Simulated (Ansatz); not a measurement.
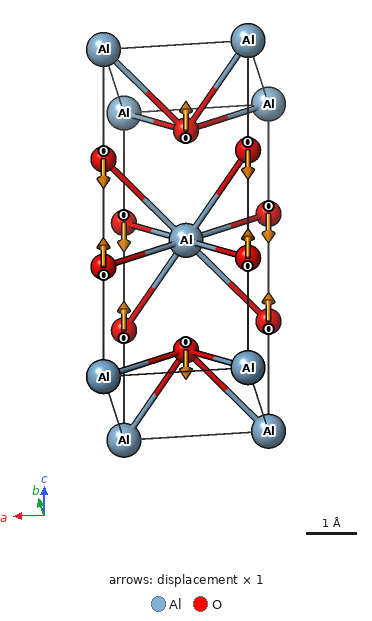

This is a relaxation of solid AlO$_{2}$ (a generated structure, set up in I4/mmm) (coarse preliminary run). The starting structure is drawn; orange arrows show the displacements (the part carried along by the change of the cell is left out), at their true length.

Style: ball-and-stick. Shown: the conventional cell (2 times the calculation's cell), from a free direction. Lengths and directions refer to the drawn axes.

Computed with DFT PBE, scalar-relativistic, plane waves, PAW (Ansatz).

The input:
```yaml
crystal:
  lattice:
    - [-1.46448398, 1.46448398, 3.65508775]
    - [1.46448398, -1.46448398, 3.65508775]
    - [1.46448398, 1.46448398, -3.65508775]
  atoms:
    - { symbol: Al, position: [0.0, 0.0, 0.0] }
    - { symbol: O, position: [0.66438335, 0.66438335, 0.0], spin: 1.0 }
    - { symbol: O, position: [0.33561665, 0.33561665, 0.0], spin: 1.0 }
basis:
  ecutwfc: 420
kpoints:
  mp_grid: { grid: [8, 8, 8] }
hamiltonian:
  xc: pbe
scf:
  occupations: { method: gaussian, width: 0.1 }
  lower_state_search: "off"
output:
  forces: true
  stress: true
  eigenvalues: true
  populations: true
magnetization:
  spin_polarized: true
relax:
  adjacent_minimum: "off"
  f_tol: 0.04
  max_steps: 70
  cell: { stress_tol: 0.4 }
```

Run as
```bash
ansatz run input.yaml --threads 1 --pin off --max-ram 2048MiB --backend cpu --events-out ev --progress --plain --runs-dir out
```

> What did the optimiser do to the structure, and how much energy did it gain?

The largest moves relative to the cell, 0.68 Å, are those of O2 and O3. O3 goes along +c. Al stays in place. Cell: a = b 2.929 → 2.576 Å (−12.1 %), c 7.310 → 10.197 Å (+39.5 %). Volume +7.9 %. Among the contacts that change: Al1–O2 2.394 → 2.076 Å. The space group stays I4/mmm (No. 139). The energy falls by 733 meV per atom in 16 accepted moves (21 points after the start). The largest force component goes from 3 to 0.00099 eV/Å. The pressure goes from −28.16 to 0.04 GPa. At 5 points the geometry stayed and the basis and grid were re-selected for the new cell (energy shift of 15.6 meV per atom at most each time).
